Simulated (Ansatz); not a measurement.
Consider BaS.

Input

```
crystal:
  lattice:
    - [0.0, 3.1471359578, 3.1471359578]
    - [3.1471359578, 0.0, 3.1471359578]
    - [3.1471359578, 3.1471359578, 0.0]
  atoms:
    - { symbol: Ba, position: [0.0, 0.0, 0.0] }
    - { symbol: S, position: [0.5, 0.5, 0.5] }
basis:
  ecutwfc: 500
kpoints:
  mp_grid: { grid: [6, 6, 6] }
hamiltonian:
  xc: r2scan
scf:
  occupations: { method: gaussian, width: 0.02 }
output:
  forces: true
  stress: true
  eigenvalues: true
  write_density: true
  write_potential: true
  elf: true
  volumetric_format: npy
```

Run with:

```sh
ansatz run input.yaml --threads 1 --pin off --max-ram 2560MiB --backend cpu --events-out ev --progress --plain --runs-dir out
```

Below, planes, directions and counts refer to the conventional cell (a = 6.29 Å, b = 6.29 Å, c = 6.29 Å, α = 90.00°, β = 90.00°, γ = 90.00°).

Space group Fm-3m; changed on purpose from its base cell (volume × 0.94); computed pressure about 3 GPa in this cell.

Method: Ansatz, DFT r2SCAN, scalar-relativistic, plane waves, PAW.

> What will maps of the valence pseudo-density and electron localisation function show?

Ba–S (3.15 Å): ρ is about 0.16 e/Å³ halfway; the ELF peaks at about 0.85 in the valence shell of S, 0.9 Å from its nucleus, and drops to about 0.10 between the two atoms (a largely ionic contact).

> Metal or insulator at this level of theory?

It is gapped, with a Kohn–Sham gap of 2.5 eV on the k-point mesh (the band edges may lie off the mesh, which would make the gap smaller).

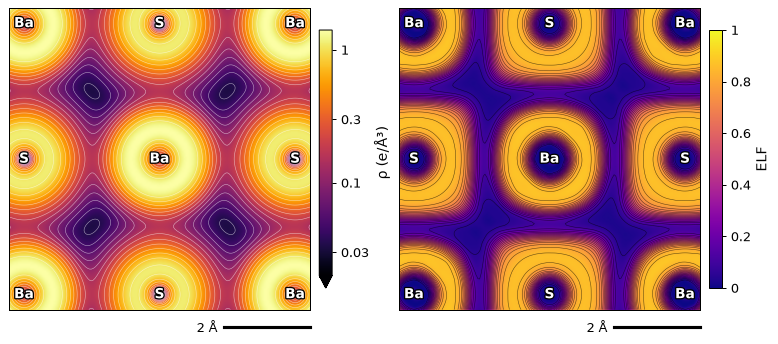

Computed valence pseudo-density and electron localisation function on the (100) plane of the conventional cell, in this order. 

In a PAW calculation such maps are meaningful between the atoms, not at the nuclei.
